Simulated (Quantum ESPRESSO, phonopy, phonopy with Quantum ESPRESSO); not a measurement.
# SiC (F-43m): phonons against volume, part 8 of 8

Wanted: mode Grüneisen parameters of SiC and a free-energy fit over volumes.

Quantum ESPRESSO 7.5; DFT LDA, scalar-relativistic, plane waves, GBRV ultrasoft pseudopotentials.

So far. Step 25 (Ground state at this cell, V/V0 1.05): The run ends at a pressure of -10.18 GPa. Step 26 (Zone-centre response): The Born charges sum to zero within 0.0023 e; the rest is removed before use. Acoustic frequencies in this log differ from zero by the error of the sum rule, which ph.x does not impose.

## Step 27: Forces on a displaced cell

One atom (for the harmonic constants) or a pair of atoms (for the cubic ones) is moved by a few hundredths of an ångström; the forces on all atoms give a column of force constants. The threshold is tight because the forces are small.

System of this step: SiC. The cell holds 54 atoms: 27 Si and 27 C. Its edges and angles: a = 9.332 Å, b = 9.332 Å, c = 9.332 Å, α = 60.0°, β = 60.0°, γ = 60.0°. It derives from SiC, repeated 3×3×3.

disp-00001.in

```
 &control
    calculation='scf',
    prefix='x',
    outdir='./tmp',
    pseudo_dir='./pseudo',
    tprnfor=.true.,
    disk_io='none',
 /
 &system
    ibrav=0,
    nat=54,
    ntyp=2,
    ecutwfc=45.0,
    ecutrho=270.0,
    occupations='fixed',
    nbnd=110,
 /
 &electrons
    conv_thr=1.0d-11,
    mixing_beta=0.7,
    electron_maxstep=100,
 /
ATOMIC_SPECIES
 Si     28.0850  Si.upf
 C      12.0110  C.upf
CELL_PARAMETERS angstrom
     0.000000000    6.598800635    6.598800635
     6.598800635    0.000000000    6.598800635
     6.598800635    6.598800635    0.000000000
ATOMIC_POSITIONS crystal
 Si     0.002143137   0.000000000   0.000000000
 Si     0.333333333   0.000000000   0.000000000
 Si     0.666666667   0.000000000   0.000000000
 Si     0.000000000   0.333333333   0.000000000
 Si     0.333333333   0.333333333   0.000000000
 Si     0.666666667   0.333333333   0.000000000
 Si     0.000000000   0.666666667   0.000000000
 Si     0.333333333   0.666666667   0.000000000
 Si     0.666666667   0.666666667   0.000000000
 Si     0.000000000   0.000000000   0.333333333
 Si     0.333333333   0.000000000   0.333333333
 Si     0.666666667   0.000000000   0.333333333
 Si     0.000000000   0.333333333   0.333333333
 Si     0.333333333   0.333333333   0.333333333
 Si     0.666666667   0.333333333   0.333333333
 Si     0.000000000   0.666666667   0.333333333
 Si     0.333333333   0.666666667   0.333333333
 Si     0.666666667   0.666666667   0.333333333
 Si     0.000000000   0.000000000   0.666666667
 Si     0.333333333   0.000000000   0.666666667
 Si     0.666666667   0.000000000   0.666666667
 Si     0.000000000   0.333333333   0.666666667
 Si     0.333333333   0.333333333   0.666666667
 Si     0.666666667   0.333333333   0.666666667
 Si     0.000000000   0.666666667   0.666666667
 Si     0.333333333   0.666666667   0.666666667
 Si     0.666666667   0.666666667   0.666666667
 C      0.083333333   0.083333333   0.083333333
 C      0.416666667   0.083333333   0.083333333
 C      0.750000000   0.083333333   0.083333333
 C      0.083333333   0.416666667   0.083333333
 C      0.416666667   0.416666667   0.083333333
 C      0.750000000   0.416666667   0.083333333
 C      0.083333333   0.750000000   0.083333333
 C      0.416666667   0.750000000   0.083333333
 C      0.750000000   0.750000000   0.083333333
 C      0.083333333   0.083333333   0.416666667
 C      0.416666667   0.083333333   0.416666667
 C      0.750000000   0.083333333   0.416666667
 C      0.083333333   0.416666667   0.416666667
 C      0.416666667   0.416666667   0.416666667
 C      0.750000000   0.416666667   0.416666667
 C      0.083333333   0.750000000   0.416666667
 C      0.416666667   0.750000000   0.416666667
 C      0.750000000   0.750000000   0.416666667
 C      0.083333333   0.083333333   0.750000000
 C      0.416666667   0.083333333   0.750000000
 C      0.750000000   0.083333333   0.750000000
 C      0.083333333   0.416666667   0.750000000
 C      0.416666667   0.416666667   0.750000000
 C      0.750000000   0.416666667   0.750000000
 C      0.083333333   0.750000000   0.750000000
 C      0.416666667   0.750000000   0.750000000
 C      0.750000000   0.750000000   0.750000000
K_POINTS automatic
 3 3 3 0 0 0
```

Started as:

```bash
> OMP_NUM_THREADS=1 mpirun -n 4 pw.x -nk 4 -in disp-00001.in > disp-00001.out
```

What it wrote:

```text
[banner, memory and clock lines left out]
Program PWSCF v.7.5

     Message from routine setup:
     using ibrav=0 with symmetry is DISCOURAGED, use correct ibrav instead

     G-vector sticks info

     bravais-lattice index     =            0
     lattice parameter (alat)  =      17.6351  a.u.
     unit-cell volume          =    3878.1234 (a.u.)^3
     number of atoms/cell      =           54
     number of atomic types    =            2
     number of electrons       =       216.00
[...]
atom    1 type  1   force =    -0.00041921   -0.01294998   -0.01294998
     atom    2 type  1   force =    -0.00026097    0.00141366    0.00141366
     atom    3 type  1   force =     0.00026667    0.00138521    0.00138521
[...]
atom   53 type  2   force =     0.00013746    0.00000778    0.00000778
     atom   54 type  2   force =     0.00000070   -0.00003241   -0.00003241

     Total force =     0.020837     Total SCF correction =     0.000003
     Message from routine punch:
     Nothing written, as per user request (disk_io='none')
[key lines of the parts left out:]
!    total energy              =    -572.34769586 Ry
convergence has been achieved in  16 iterations
```

Elapsed: 11 min, on 4 MPI ranks of Arm Neoverse V1, shared host.

## Step 28: Phonons, V/V0 1.05

This step: DFT LDA, scalar-relativistic, plane waves, GBRV ultrasoft pseudopotentials (phonopy with Quantum ESPRESSO 4.10.0 / 7.5).

Run time: 11 min. Hardware: 8 threads.

Phonopy, LO-TO term from ph.x's tensors. Phonon branches along the path, in cm⁻¹:

```csv
point,branch 1,branch 2,branch 3,branch 4,branch 5,branch 6
Γ,0,0,0,756,756,924
X,365,365,600,719,719,806
U,350,434,544,712,717,810
jump to K,350,434,544,712,717,810
Γ,0,0,0,756,756,924
L,268,268,581,724,724,803
W,386,435,526,710,724,806
X,365,365,600,719,719,806
```

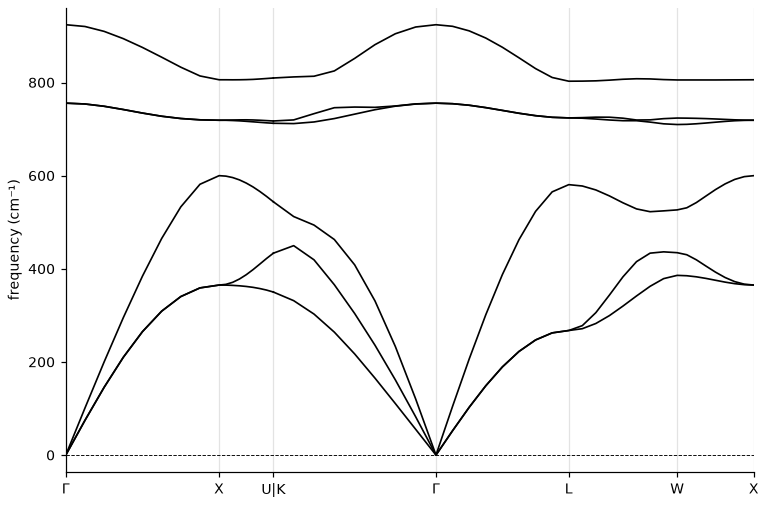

Phonon branches along the path.

No mode is imaginary beyond numerical noise along the path. The highest zone-centre mode (no LO–TO term) moved by -5.4 % for a volume change of +5.0 %.

The time given is that of the 2 pw.x runs on displaced cells behind this step.

## Step 29: Mode Grüneisen parameters

This step: DFT LDA, scalar-relativistic, plane waves, GBRV ultrasoft pseudopotentials (phonopy 4.10.0).

Numbers from this step:

* share of modes with a negative Grüneisen parameter: 0.049

Mean Grüneisen, by row:

```csv
T (K),heat-capacity-weighted mean,root mean square
50,0.109,0.344
100,0.248,0.412
200,0.517,0.693
300,0.679,0.84
500,0.793,0.933
800,0.837,0.966
```

Mean mode Grueneisen parameter against wavenumber:

```csv
wavenumber (cm⁻¹),mean mode Grueneisen parameter
16,-
81,0.154
114,-0.01
178,0.0595
243,0.124
308,0.216
340,0.303
405,0.525
470,0.875
502,0.926
567,0.914
632,0.836
665,-
729,-
794,1.26
859,1.18
892,1.1
956,1.07
```

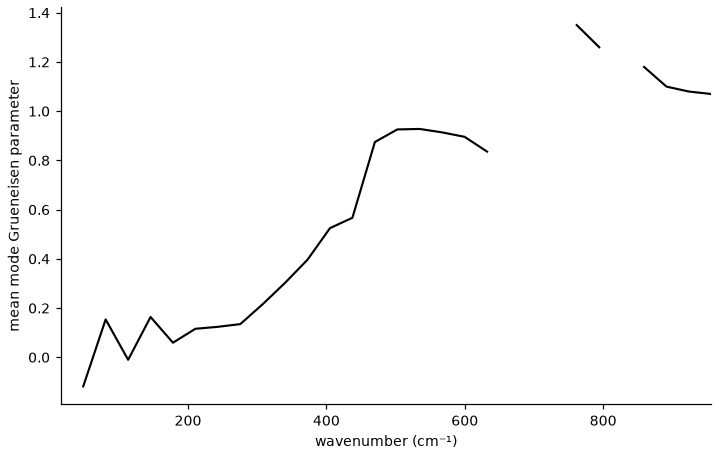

Mean mode Grueneisen parameter, plotted against wavenumber.

Volume series, by row:

```csv
V/V0,V (Å³/atom),pressure (GPa),E - E0 (meV/atom),gap (eV),zero-point energy (meV/atom),lowest on the path (cm⁻¹),highest at Gamma without the LO-TO term (cm⁻¹)
0.97,9.831,7.392,7.1,1.274,114.6,0,826.8
0.985,9.983,3.557,1.812,1.288,112.8,0,812.6
1,10.14,-0.008,0,1.301,111.1,0,798.8
1.015,10.29,-3.323,1.483,1.314,109.4,0,785.4
1.03,10.44,-6.405,6.006,1.325,107.7,0,772.4
1.05,10.64,-10.18,16.36,1.341,105.6,0,755.7
```

Table of optical frequency at Gamma without the LO-TO term, mode 4 by V/V0:

```csv
V/V0,"optical frequency at Gamma without the LO-TO term, mode 4 (cm⁻¹)"
0.9700,827
0.9850,813
1.0000,799
1.0150,785
1.0300,772
1.0500,756
```

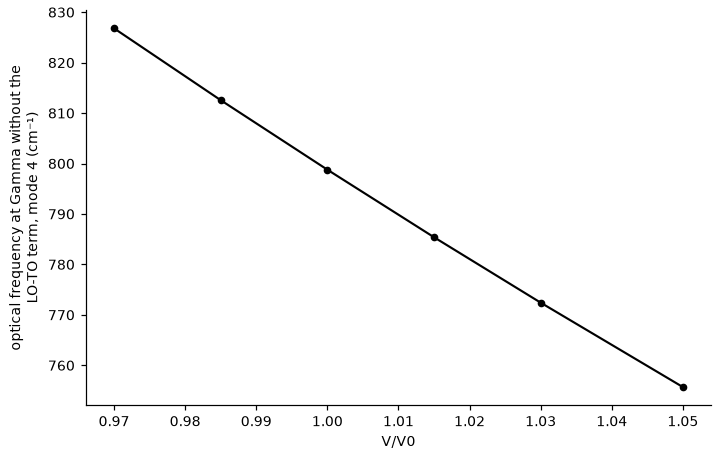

Optical frequency at Gamma without the LO-TO term, mode 4, plotted against V/V0.

Grüneisen at points, by row:

```csv
point,branch,frequency (cm⁻¹),mode Grüneisen parameter
Γ,4,798.8,1.13
Γ,6,974.1,1.07
X,1,370.9,0.26
X,3,625.1,0.83
X,4,772,1.44
X,6,852.6,1.14
U,1,353.2,0.12
U,2,446.5,0.54
U,3,568.1,0.89
U,4,764.6,1.43
U,5,765.6,1.31
U,6,859.6,1.22
K,1,353.2,0.12
K,2,446.5,0.54
K,3,568.1,0.89
K,4,764.6,1.43
K,5,765.6,1.31
K,6,859.6,1.22
L,1,267.5,-0.04
L,3,610.3,0.96
L,4,772.3,1.31
L,6,848.5,1.15
W,1,398.4,0.59
W,2,439.9,0.21
W,3,551.5,0.94
W,4,755.9,1.27
W,5,777.6,1.45
W,6,855.7,1.24
```

The printed pressures lie 0.11 GPa below −dE/dV of the same runs on average, in a series that spans 18 GPa: energy and stress disagree, as they do when the basis is incomplete, so the pressures are not converged.

## Step 30: Free-energy fit

This step gave:

```yaml
volume_expansion_coefficient_at_300_k: 6.84 1e-6/K
isothermal_bulk_modulus_at_300_k: 223.3 GPa
c_p_at_300_k: 13.56 J/mol-atom/K
grueneisen_parameter_at_300_k: 0.694
```

The energy (each curve on its own zero) by volume; values in meV/atom:

```csv
volume (Å³/atom),static,F at 0 K,F at 300 K,F at 1300 K
9.831,7.1,11.5,11.9,18.9
9.983,1.81,4.44,4.67,8.96
10.135,0,0.89,0.98,2.56
10.287,1.48,0.67,0.62,-0.56
10.440,6.01,3.53,3.33,-0.64
10.642,16.4,11.7,11.3,3.58
```

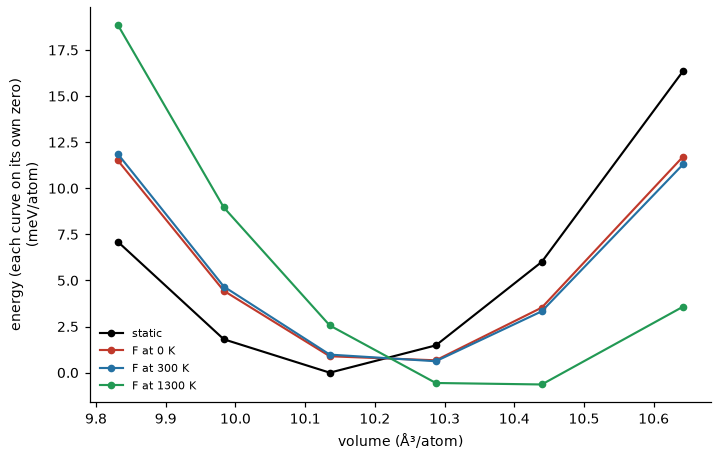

Energy (each curve on its own zero), plotted against volume.

Phonopy-qha, vinet fit of F(V) at each temperature; no electronic free energy. Qha vinet, by row:

```csv
T (K),fitted volume (Å³/atom),alpha_V (1e-6/K),B_T (GPa),C_P (J/mol-atom/K),Grueneisen
100,10.22,0.47,224.4,2.278,0.2843
150,10.22,1.57,224.3,5.229,0.4136
200,10.22,3.23,224.1,8.288,0.5369
250,10.23,5.09,223.7,11.12,0.6297
300,10.23,6.84,223.3,13.56,0.6938
350,10.23,8.35,222.8,15.56,0.7378
400,10.24,9.6,222.2,17.16,0.7685
450,10.24,10.63,221.6,18.44,0.7907
500,10.25,11.47,220.9,19.47,0.8071
550,10.25,12.17,220.3,20.3,0.8196
600,10.26,12.74,219.6,20.98,0.8294
650,10.27,13.23,218.9,21.54,0.8372
700,10.27,13.64,218.2,22,0.8436
750,10.28,13.99,217.5,22.39,0.849
800,10.29,14.3,216.8,22.72,0.8535
850,10.3,14.57,216.1,23,0.8574
900,10.3,14.81,215.3,23.25,0.8608
950,10.31,15.02,214.6,23.46,0.8639
1000,10.32,15.22,213.9,23.65,0.8666
1050,10.33,15.39,213.2,23.82,0.869
1100,10.33,15.56,212.4,23.96,0.8713
1150,10.34,15.71,211.7,24.1,0.8733
1200,10.35,15.85,210.9,24.22,0.8753
1250,10.36,15.99,210.2,24.33,0.8771
```

Volume expansion coefficient, phonopy-qha, Vinet against temperature:

```csv
temperature (K),"volume expansion coefficient, phonopy-qha, Vinet (1e-6/K)"
100,0.47
200,3.23
300,6.84
400,9.6
500,11.5
600,12.7
700,13.6
800,14.3
900,14.8
1000,15.2
1100,15.6
1200,15.8
```

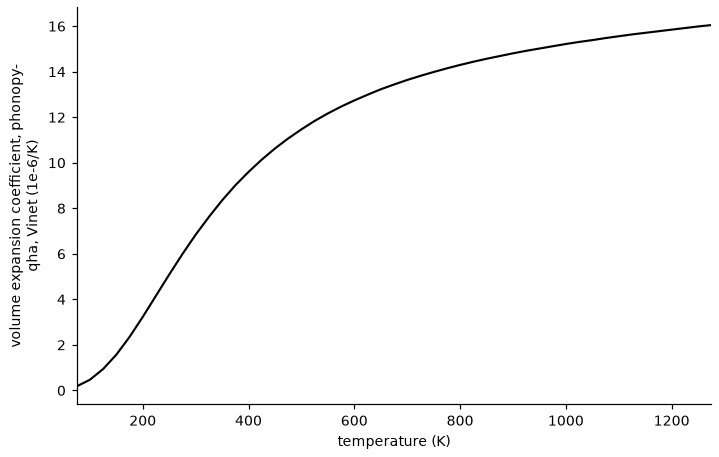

Volume expansion coefficient, phonopy-qha, Vinet against temperature.

The fit gives a volume expansion of 6.84 × 10⁻⁶/K at 300 K.

## Step 31: Outcome

| Property | Result |
| --- | --- |
| volume expansion coefficient at 300 K | 6.84 1e-6/K |
| isothermal bulk modulus at 300 K | 223.3 GPa |
| C_P at 300 K | 13.56 J/mol-atom/K |
| Grüneisen parameter at 300 K | 0.694 |
| mean mode Grüneisen parameter at 300 K | 0.679 |

In words: Near room temperature SiC expands by 6.84 × 10⁻⁶/K in volume by LDA, with C_P = 13.6 J/(mol K) per mole of atoms and B_T = 223 GPa. C_P at room temperature is 54 % of the classical 3R an atom, so the stiffest modes are still partly frozen out. The heat-capacity-weighted Grüneisen parameter goes from 0.109 at 50 K to 0.837 at 800 K; 5 % of the modes stiffen on expansion. Weighting γ by the density of states and each mode's heat capacity at 300 K, modes below 330 cm⁻¹ give about 6 % of the sum of γC that drives the expansion, those up to 650 cm⁻¹ 37 % and the rest 56 %. Among the labelled points γ is largest for branch 5 at W (778 cm⁻¹, 1.4) and most negative for branch 1 at L (268 cm⁻¹, -0.04). The printed pressures lie 0.11 GPa below −dE/dV of the same runs on average, in a series that spans 18 GPa: energy and stress disagree, as they do when the basis is incomplete, so the pressures are not converged. The supercell is 7.6 Å across at its narrowest and was not tested against a larger one: only its own wavevectors are exact, and acoustic branches between them, with the entropy at low temperature, can be off.

Calculation against experiment:

```
                         quantity  measured  LDA GBRV ultrasoft, Quantum ESPRESSO
           lattice constant a (Å)     4.357                        4.328 (-0.7 %)
            Raman mode, TO (cm⁻¹)       796                          798 (+0.3 %)
infrared mode, TO at Gamma (cm⁻¹)     797.5                          798 (+0.1 %)
```

Measured values from arxiv:1210.3244 (2012), pmc:7200658 (2020) and arxiv:0803.1210 (2008).

**Verdict.** The lattice constant a is off by -0.7 %: good agreement. The Raman mode is off by +0.3 %: good agreement. The infrared mode is off by +0.1 %: good agreement. The grades are ours: good and fair within 0.7 and 1.5 % for the lattice constant a, 3 and 7 % for the Raman mode and 3 and 7 % for the infrared mode. For lattice constants, Raman mode and infrared mode the calculation has a static lattice, without zero-point motion or thermal expansion (measured at up to 300 K). Limits of convergence are named above.

[Logs are printed without paths, hosts, clocks, repeated set-up lines and the standing remarks that a program may print on its own settings, such as how far it seeks lower states.]

[Hosts, paths, dates, database ids (printed as entryN), source tags and the programs' standing remarks are cut or masked in the printed files.]

[A step with changed settings may run another functional than the one named; its input shows which.]

[Of the runs on displaced cells, only some may be shown.]
